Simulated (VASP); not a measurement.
**Geometry relaxation, with input and output: SnO (part 2 of 3)**

Continued. System: SnO (P4/nmm, 4 atoms in the cell). Method: Kohn-Sham DFT of a periodic cell, PBE, VASP PAW PBE potentials, hard, no spin polarisation (VASP 6.6.1); cutoff 900 eV, 8×8×6 k-mesh, Gaussian smearing of 0.02 eV. The structure derives from an entry of the Crystallography Open Database.

Geometry of the input (Å; fractional positions):
```
3.8494  0.0000  0.0000
0.0000  3.8494  0.0000
0.0000  0.0000  4.8940
Sn 0.5000  0.0000  0.2377
Sn 0.0000  0.5000  0.7623
O  0.0000  0.0000  0.0000
O  0.5000  0.5000  0.0000
```

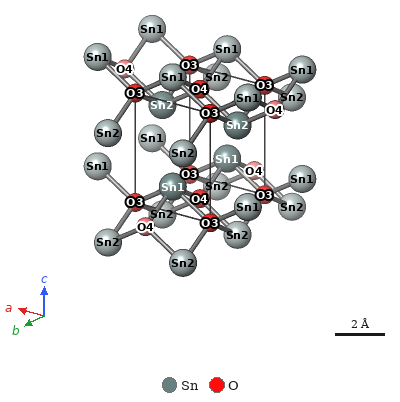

*The input geometry (ball-and-stick view of the cell of the calculation, seen at an oblique angle; neighbours outside the cell are drawn fainter; atoms are numbered from 1 in the order of the input).*

**Parts of OUTCAR, continued**
```
  Cartesian coordinates                     Fractional coordinates (reciprocal lattice)
     0.032472593  0.000000000  0.000000000     0.125000000  0.000000000  0.000000000
     0.000000000  0.032472593  0.000000000     0.000000000  0.125000000  0.000000000
     0.000000000  0.000000000  0.034055306     0.000000000  0.000000000  0.166666667

  Length of vectors
     0.032472593  0.032472593  0.034055306

  Shift w.r.t. Gamma in fractional coordinates (k-lattice)
     0.000000000  0.000000000  0.000000000

 Subroutine IBZKPT returns following result:
 ===========================================

 Found     60 irreducible k-points:

 Following reciprocal coordinates:
            Coordinates               Weight
  0.000000  0.000000  0.000000      1.000000
  0.125000  0.000000  0.000000      4.000000
  0.250000  0.000000  0.000000      4.000000
  0.375000  0.000000  0.000000      4.000000
  0.500000  0.000000  0.000000      2.000000
  0.125000  0.125000  0.000000      4.000000
  0.250000  0.125000  0.000000      8.000000
  0.375000  0.125000  0.000000      8.000000
  0.500000  0.125000  0.000000      4.000000
  0.250000  0.250000  0.000000      4.000000
  0.375000  0.250000  0.000000      8.000000
  0.500000  0.250000  0.000000      4.000000
  0.375000  0.375000  0.000000      4.000000
  0.500000  0.375000  0.000000      4.000000
  0.500000  0.500000  0.000000      1.000000
  0.000000  0.000000  0.166667      2.000000
  0.125000  0.000000  0.166667      8.000000
  0.250000  0.000000  0.166667      8.000000
  0.375000  0.000000  0.166667      8.000000
  0.500000  0.000000  0.166667      4.000000
  0.125000  0.125000  0.166667      8.000000
  0.250000  0.125000  0.166667     16.000000
  0.375000  0.125000  0.166667     16.000000
  0.500000  0.125000  0.166667      8.000000
 [... further k-points ...]
   k-points           NKPTS =     60   k-points in BZ     NKDIM =     60   number of bands    NBANDS=     24
   number of dos      NEDOS =    301   number of ions     NIONS =      4
   total plane-waves  NPLWV =  76800
   dimension x,y,z NGX =    40 NGY =   40 NGZ =   48
   dimension x,y,z NGXF=    80 NGYF=   80 NGZF=   96
   ions per type =               2   2
   NGX,Y,Z   is equivalent  to a cutoff of  17.27, 17.27, 16.31 a.u.
   NGXF,Y,Z  is equivalent  to a cutoff of  34.55, 34.55, 32.61 a.u.
 SYSTEM =  SnO
   PREC   = accura    normal or accurate (medium, high low for compatibility)
   ISTART =      0    job   : 0-new  1-cont  2-samecut
   ICHARG =      2    charge: 1-file 2-atom 10-const
   ISPIN  =      1    spin polarized calculation?
   LNONCOLLINEAR =      F non collinear calculations
   LSORBIT =      F    spin-orbit coupling
   LASPH  =      T    aspherical Exc in radial PAW
   ENCUT  =  900.0 eV  66.15 Ry    8.13 a.u.   9.42  9.42 11.97*2*pi/ulx,y,z
   NELM   =    100;   NELMIN=  2; NELMDL= -5     # of ELM steps
   EDIFF  = 0.1E-06   stopping-criterion for ELM
   LREAL  =      F    real-space projection
   EDIFFG = -.2E-02   stopping-criterion for IOM
   NSW    =     80    number of steps for IOM
   IBRION =      2    ionic relax: 0-MD 1-quasi-New 2-CG
   NFREE  =      1    steps in history (QN), initial steepest desc. (CG)
   ISIF   =      3    stress and relaxation
   ISYM   =      2    0-nonsym 1-usesym 2-fastsym
   POTIM  = 0.5000    time-step for ionic-motion
   TEBEG  =    0.0;   TEEND  =   0.0 temperature during run
   PSTRESS=    0.0 pullay stress
   NELECT =      40.0000    total number of electrons
   NUPDOWN=      -1.0000    fix difference up-down
   EMIN   =  10.00;   EMAX   =-10.00  energy-range for DOS
   EFERMI =   0.00;   METHOD = LEGACY
   ISMEAR =     0;   SIGMA  =   0.02  broadening in eV -4-tet -1-fermi 0-gaus
   EFERMI_NEDOS =   21; number of points for ismear=-14 and -15
   IALGO  =     38    algorithm
   IMIX   =      4    mixing-type and parameters
     AMIX     =   0.40;   BMIX     =  1.00
     AMIX_MAG =   1.60;   BMIX_MAG =  1.00
  volume/ion in A,a.u.               =      18.13       122.35
  Fermi-wavevector in a.u.,A,eV,Ry     =   1.342594  2.537135 24.525312  1.802560
  Thomas-Fermi vector in A             =   2.470736
   LORBIT       =      0    0 simple, 1 ext, 2 COOP (PROOUT), +10 PAW based schemes
   GGA     = PE    functional components
   LHFCALC =     F    Hartree Fock is set to
   AEXX    =    0.0000 exact exchange contribution
   IVDW    =     0    specifies the selected vdW correction
   LEPSILON=     F    determine dielectric tensor
   LRPA    =     F    only Hartree local field effects (RPA)
 conjugate gradient relaxation of ions
 non-spin polarized calculation
 Gauss-broadening in eV      SIGMA  =   0.02
  energy-cutoff  :      900.00
  volume of cell :       72.52
 maximum number of plane-waves:      4480
 NGX is ok and might be reduce to    40
   NGX = 19   NGY = 19   NGZ = 23

--------------------------------------- Ionic step        1  -------------------------------------------

 number of electron      40.0000000 magnetization

 Free energy of the ion-electron system (eV)
  ---------------------------------------------------
  ext. energy  EPLUGINS =         0.00000000
  ---------------------------------------------------
  free energy    TOTEN  =       -22.72859860 eV

  energy without entropy =      -22.72859860  energy(sigma->0) =      -22.72859860

------------------------ aborting loop because EDIFF is reached ----------------------------------------

  FORCE on cell =-STRESS in cart. coord.  units (eV):
  Direction    XX          YY          ZZ          XY          YZ          ZX
  --------------------------------------------------------------------------------------
  -------------------------------------------------------------------------------------
  Total        0.4423800      0.4423800      0.3319079      0.0000000     -0.0000000      0.0000000
  in kB        9.7736335      9.7736335      7.3329399      0.0000000     -0.0000000      0.0000000
  external PRESSURE =       8.9600690 kB  Pullay stress =       0.0000000 kB

 VOLUME and BASIS-vectors are now :
 -----------------------------------------------------------------------------
  energy-cutoff  :      900.00
  volume of cell :       72.52
      direct lattice vectors                 reciprocal lattice vectors
     3.849400000  0.000000000  0.000000000     0.259780745  0.000000000  0.000000000
     0.000000000  3.849400000  0.000000000     0.000000000  0.259780745  0.000000000
     0.000000000  0.000000000  4.894000000     0.000000000  0.000000000  0.204331835

 POSITION                                       TOTAL-FORCE (eV/Angst)
 -----------------------------------------------------------------------------------
      1.92470      0.00000      1.16330         0.000000      0.000000     -0.003438
      0.00000      1.92470      3.73070        -0.000000      0.000000      0.003438
      0.00000      0.00000      0.00000         0.000000     -0.000000      0.000000
      1.92470      1.92470      0.00000        -0.000000      0.000000      0.000000
 -----------------------------------------------------------------------------------
    total drift:                               -0.000000      0.000000      0.000000

  FREE ENERGIE OF THE ION-ELECTRON SYSTEM (eV)
  ---------------------------------------------------
  free  energy   TOTEN  =       -22.7285986001 eV

  energy  without entropy=      -22.7285986001  energy(sigma->0) =      -22.72859860

--------------------------------------- Ionic step        2  -------------------------------------------

 number of electron      40.0000002 magnetization

------------------------ aborting loop because EDIFF is reached ----------------------------------------

  FORCE on cell =-STRESS in cart. coord.  units (eV):
  Direction    XX          YY          ZZ          XY          YZ          ZX
  --------------------------------------------------------------------------------------
  -------------------------------------------------------------------------------------
  Total       -0.2223455     -0.2223455     -0.1377423      0.0000000      0.0000000      0.0000000
  in kB       -4.8409648     -4.8409648     -2.9989617      0.0000000      0.0000000      0.0000000
  external PRESSURE =      -4.2269638 kB  Pullay stress =       0.0000000 kB

 VOLUME and BASIS-vectors are now :
 -----------------------------------------------------------------------------
  energy-cutoff  :      900.00
  volume of cell :       73.59
      direct lattice vectors                 reciprocal lattice vectors
     3.869938076  0.000000000  0.000000000     0.258402068  0.000000000  0.000000000
     0.000000000  3.869938076  0.000000000     0.000000000  0.258402068  0.000000000
     0.000000000 -0.000000000  4.913590826     0.000000000 -0.000000000  0.203517150

 POSITION                                       TOTAL-FORCE (eV/Angst)
 -----------------------------------------------------------------------------------
      1.93497     -0.00000      1.16779        -0.000000      0.000000     -0.180979
      3.86994      1.93497      3.74580         0.000000     -0.000000      0.180979
      0.00000      3.86994      0.00000         0.000000      0.000000      0.000000
      1.93497      1.93497      0.00000         0.000000     -0.000000      0.000000
 -----------------------------------------------------------------------------------
    total drift:                               -0.000000     -0.000000      0.000000

  FREE ENERGIE OF THE ION-ELECTRON SYSTEM (eV)
  ---------------------------------------------------
  free  energy   TOTEN  =       -22.7301884927 eV

  energy  without entropy=      -22.7301884927  energy(sigma->0) =      -22.73018849

--------------------------------------- Ionic step        3  -------------------------------------------

 number of electron      40.0000001 magnetization

------------------------ aborting loop because EDIFF is reached ----------------------------------------

  FORCE on cell =-STRESS in cart. coord.  units (eV):
  Direction    XX          YY          ZZ          XY          YZ          ZX
  --------------------------------------------------------------------------------------
  -------------------------------------------------------------------------------------
  Total       -0.0133812     -0.0133812     -0.0010464      0.0000000     -0.0000000      0.0000000
  in kB       -0.2927090     -0.2927090     -0.0228894      0.0000000     -0.0000000      0.0000000
  external PRESSURE =      -0.2027691 kB  Pullay stress =       0.0000000 kB

 VOLUME and BASIS-vectors are now :
 -----------------------------------------------------------------------------
  energy-cutoff  :      900.00
  volume of cell :       73.24
      direct lattice vectors                 reciprocal lattice vectors
     3.863339668  0.000000000  0.000000000     0.258843406  0.000000000  0.000000000
     0.000000000  3.863339668  0.000000000     0.000000000  0.258843406  0.000000000
     0.000000000 -0.000000000  4.907296747     0.000000000 -0.000000000  0.203778180

 POSITION                                       TOTAL-FORCE (eV/Angst)
 -----------------------------------------------------------------------------------
      1.93167     -0.00000      1.16635         0.000000      0.000000     -0.124884
      0.00000      1.93167      3.74095        -0.000000     -0.000000      0.124884
      0.00000     -0.00000      4.90730        -0.000000      0.000000      0.000000
      1.93167      1.93167      0.00000        -0.000000     -0.000000      0.000000
 -----------------------------------------------------------------------------------
    total drift:                               -0.000000      0.000000      0.000000

  FREE ENERGIE OF THE ION-ELECTRON SYSTEM (eV)
  ---------------------------------------------------
  free  energy   TOTEN  =       -22.7306602215 eV

  energy  without entropy=      -22.7306602215  energy(sigma->0) =      -22.73066022

 E-fermi :   6.7656     XC(G=0): -10.0123     alpha+bet :-12.0663

 val. band max:        6.6841069258   @ k =   0.0000   0.0000   0.0000
 cond. band min:       6.9638313502   @ k =   0.5000   0.5000   0.0000
 fundamental gap:      0.2797244243
 Fermi energy:         6.7656079248

 k-point     1 :       0.0000    0.0000    0.0000
  band No.  band energies     occupation
      1     -15.0921      2.00000
      2     -14.7307      2.00000
      3     -14.7307      2.00000
      4     -14.7291      2.00000
      5     -14.6993      2.00000
      6     -14.6868      2.00000
      7     -14.6510      2.00000
      8     -14.6424      2.00000
      9     -14.6240      2.00000
     10     -14.6240      2.00000
     11     -13.0339      2.00000
     12     -10.6558      2.00000
     13      -0.6059      2.00000
     14       0.2599      2.00000
     15       0.8336      2.00000
     16       0.8336      2.00000
     17       3.5141      2.00000
     18       3.7891      2.00000
     19       3.7891      2.00000
     20       6.6841      2.00000
     21       8.7030      0.00000
     22      11.0799      0.00000
     23      11.3936      0.00000
     24      11.3936      0.00000

 k-point     2 :       0.1250    0.0000    0.0000
  band No.  band energies     occupation
      1     -15.0837      2.00000
      2     -14.7286      2.00000
      3     -14.7281      2.00000
      4     -14.7277      2.00000
      5     -14.7003      2.00000
      6     -14.6821      2.00000
      7     -14.6780      2.00000
      8     -14.6535      2.00000
      9     -14.6269      2.00000
     10     -14.6248      2.00000
     11     -12.9205      2.00000
     12     -10.7272      2.00000
     13      -0.6716      2.00000
     14       0.2740      2.00000
     15       0.9140      2.00000
     16       0.9314      2.00000
     17       3.2887      2.00000
     18       3.6564      2.00000
     19       3.6673      2.00000
     20       6.6730      2.00000
     21       9.1474      0.00000
     22      10.3007      0.00000
     23      11.4866      0.00000
     24      11.5178      0.00000

 k-point     3 :       0.2500    0.0000    0.0000
  band No.  band energies     occupation
      1     -15.0604      2.00000
      2     -14.7896      2.00000
      3     -14.7202      2.00000
      4     -14.7198      2.00000
      5     -14.7026      2.00000
      6     -14.6986      2.00000
      7     -14.6688      2.00000
      8     -14.6591      2.00000
      9     -14.6349      2.00000
     10     -14.6258      2.00000
     11     -12.6174      2.00000
     12     -10.9417      2.00000
     13      -0.7762      2.00000
     14       0.2045      2.00000
     15       1.1602      2.00000
     16       1.2146      2.00000
     17       2.9102      2.00000
     18       3.2902      2.00000
     19       3.4361      2.00000
     20       6.2672      2.00000
     21       9.5536      0.00000
     22      10.0307      0.00000
     23      11.4465      0.00000
     24      11.7525      0.00000

 k-point     4 :       0.3750    0.0000    0.0000
  band No.  band energies     occupation
      1     -15.0229      2.00000
      2     -14.8868      2.00000
      3     -14.7111      2.00000
      4     -14.7088      2.00000
      5     -14.7046      2.00000
      6     -14.6942      2.00000
      7     -14.6624      2.00000
      8     -14.6505      2.00000
      9     -14.6464      2.00000
     10     -14.6275      2.00000
     11     -12.1960      2.00000
     12     -11.2886      2.00000
     13      -0.7479      2.00000
     14      -0.1050      2.00000
     15       1.5598      2.00000
     16       1.6527      2.00000
     17       2.5607      2.00000
     18       2.7708      2.00000
     19       3.5242      2.00000
     20       5.2776      2.00000
     21       9.5570      0.00000
     22      10.1837      0.00000
     23      11.8487      0.00000
     24      12.1407      0.00000

 k-point     5 :       0.5000    0.0000    0.0000
  band No.  band energies     occupation
      1     -14.9666      2.00000
      2     -14.9666      2.00000
      3     -14.7063      2.00000
      4     -14.7063      2.00000
      5     -14.6983      2.00000
      6     -14.6983      2.00000
      7     -14.6576      2.00000
      8     -14.6576      2.00000
      9     -14.6348      2.00000
     10     -14.6348      2.00000
     11     -11.7286      2.00000
     12     -11.7286      2.00000
     13      -0.5003      2.00000
     14      -0.5003      2.00000
     15       2.0617      2.00000
     16       2.0617      2.00000
     17       2.1951      2.00000
     18       2.1951      2.00000
     19       4.2323      2.00000
     20       4.2323      2.00000
     21       9.8454      0.00000
     22       9.8454      0.00000
     23      12.5312      0.00000
     24      12.5498      0.00000

 [... the levels of 18 k-points are left out ...]
```
